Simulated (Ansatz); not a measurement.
**Energy of Cu along a strain of the cell**

System: Cu (1 atom in the cell).
Method: DFT LDA, scalar-relativistic, plane waves, PAW, no spin polarisation (Ansatz 0.2.0).

The 5 runs differ only in the geometry, by a strain of the cell at fixed fractional positions. Against run 3, the strain is εzz = η. The structure derives from an entry of the Crystallography Open Database.

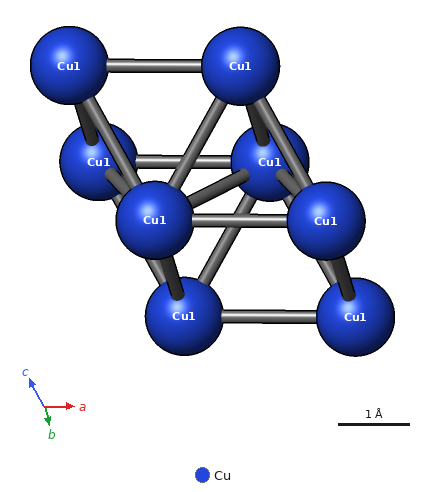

Figure 1. The structure of run 3 (ball-and-stick view of the reduced cell, seen at an oblique angle; atoms are numbered from 1 in the order of the input).

### Input of run 3
```yaml
crystal:
  lattice:
    - [0.0, 1.753275, 1.8075]
    - [1.753275, 0.0, 1.8075]
    - [1.753275, 1.753275, 0.0]
  atoms:
    - { symbol: Cu, position: [0.0, 0.0, 0.0] }
basis:
  ecutwfc: 420
kpoints:
  mp_grid: { grid: [22, 22, 22] }
hamiltonian:
  xc: lda
scf:
  occupations: { method: gaussian, width: 0.15 }
output:
  forces: true
  stress: true
  eigenvalues: true
```

Lattice vectors (Å) and fractional positions of run 3:
```
   0.000000    1.753275    1.807500
   1.753275    0.000000    1.807500
   1.753275    1.753275    0.000000
Cu  0.000000  0.000000  0.000000
```

Run 2 differs from it as follows:
```diff
-    - [0.0, 1.753275, 1.8075]
-    - [1.753275, 0.0, 1.8075]
+    - [0.0, 1.753275, 1.7803875]
+    - [1.753275, 0.0, 1.7803875]
```

### Results, with one run withheld

| run | strain parameter η (%) | free energy per atom, from the lowest run given (meV) | pressure (GPa) |
| --- | --- | --- | --- |
| 1 | −3.0000 | 0.00 | 1.98 |
| 2 | −1.5000 | ? | ? |
| 3 | 0.0000 | 3.42 | −3.61 |
| 4 | 1.5000 | 10.33 | −6.01 |
| 5 | 3.0000 | 20.42 | −8.17 |

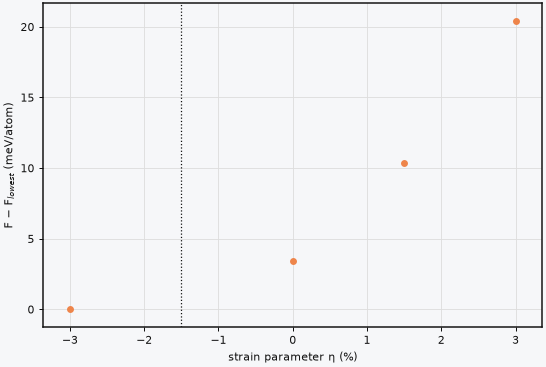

Figure 2. Free energy per atom of the runs given; the dotted line marks run 2.

Fit the runs given and predict run 2.

A quadratic polynomial in the coordinate, fitted to the 4 runs given, misses them by at most 0.06 meV per atom. With x = η − 0.3750, it reads F = 4.8506 + 3.9711 x + 0.7501 x² (meV per atom). At run 2 it gives 0.04 meV per atom, and the run itself gives −0.12. The fit has its minimum at η = −2.2720 %.

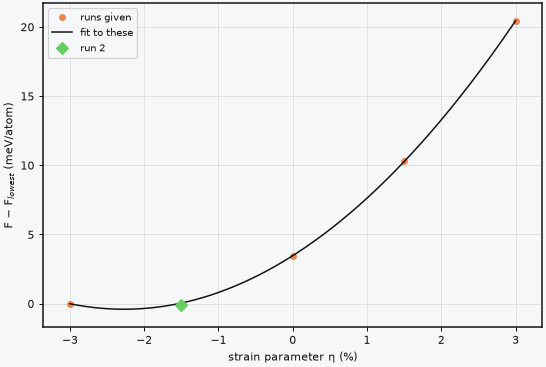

Figure 3. The fit and the withheld run.

### Output, shortened to warnings, some set-up lines, iterations and results (run 2)
```
Basis set: ecut = 420 eV, 197 PW (Γ)
Symmetry: 16 space group operations
k-points: 834 of 10648
Initial density: superposition of atomic densities (neutral atoms: chi_scale 0, normalization atom), corrected by the library's trained network
[...]
SCF iter   1: F=—  HF=-6555.729875 eV  |F-HF|=—  |Δ(HF+E_count)|=         —  Δρ=2.27e-2  dr2=2.46e-2  ethr=1.77e-3  ⟨swp⟩=5.0  Hψ=58451  notcnv=0
SCF iter   2: F=—  HF=-6555.723196 eV  |F-HF|=—  |Δ(HF+E_count)|=   6.68e-3  Δρ=2.04e-3  dr2=3.69e-4  ethr=1.29e-4  ⟨swp⟩=2.7  Hψ=24905  notcnv=0  defer=191
SCF iter   3: F=—  HF=-6555.723114 eV  |F-HF|=—  |Δ(HF+E_count)|=   8.28e-5  Δρ=1.43e-3  dr2=6.00e-5  ethr=1.94e-6  ⟨swp⟩=2.1  Hψ=16041  notcnv=0  defer=191
SCF iter   4: F=—  HF=-6555.723140 eV  |F-HF|=—  |Δ(HF+E_count)|=   2.62e-5  Δρ=2.90e-5  dr2=5.96e-8  ethr=3.16e-7  ⟨swp⟩=1.0  Hψ=11353  notcnv=0  defer=191
SCF iter   5: F=-6555.723140 eV  HF=-6555.723140 eV  |F-HF|=4.18e-11  |Δ(HF+E_count)|=   6.04e-8  Δρ=3.06e-6  dr2=1.70e-10  ethr=3.14e-10  ⟨swp⟩=2.0  Hψ=19168  notcnv=0  …
SCF iter   6: F=-6555.723140 eV  HF=-6555.723140 eV  |F-HF|=0.00e0  |Δ(HF+E_count)|=  7.19e-11  Δρ=3.52e-7  dr2=3.09e-12  ethr=1.00e-12  ⟨swp⟩=2.5  Hψ=35289  notcnv=0
SCF 1 converged in 6 iterations: F = -6555.723140 eV  dr2 = 3.09e-12
SCF converged after 6 iterations
Free energy (F): -6555.723140 eV
Harris-Foulkes:  -6555.723140 eV  (|F-HF|=0.00e0)
Internal energy: -6555.720422 eV  (E = F + TS)
E sigma→0 (E₀):  -6555.721781 eV
Entropy (-TS):   -0.002718 eV (-2.718 meV/atom)
Fermi energy:    18.040737 eV
--- Per-component energies (eV) ---
  E_band       = -335.806742
  E_kinetic    = 301.515578
  E_local      = -3911.821979  (includes V_loc(G=0)·N_el)
  E_nonlocal   = 393.403407
  E_hartree    = 1724.017438
  E_xc         = -89.864117
  E_vxc        = -116.559954  (∫ρ·V_xc dr)
  E_paw        = -1592.367283  (= ΣΔE_a)
  E_vpaw       = -450.378834  (= ΣTr[D̂ρ^β])
  E_aug_tail   = 0.000226  (compensation charges beyond the density's cutoff)
  E_ewald      = -3381.053353
  E_core_change = 0.449660  (= ΣΔE_core)
  E_smearing   = -0.002718  (= −TS)
  E_closure    = -0.000000  (closes the sum)
  Σ components = -6555.723140   (vs F -6555.723140, Δ=0.00e0)
--- Forces (eV/Å), atoms counted from 1 ---
  atom   1  Cu     0.00000000     0.00000000     0.00000000
  max |Σ_I F_I| component: 0.00e0 eV/Å
--- Stress (GPa, compression-positive) ---
       -0.577367       0.000000       0.000000
        0.000000      -0.577367       0.000000
        0.000000       0.000000      -1.697729
  P = ⅓ Tr σ = -0.9508 GPa (-9.508 kbar)
```
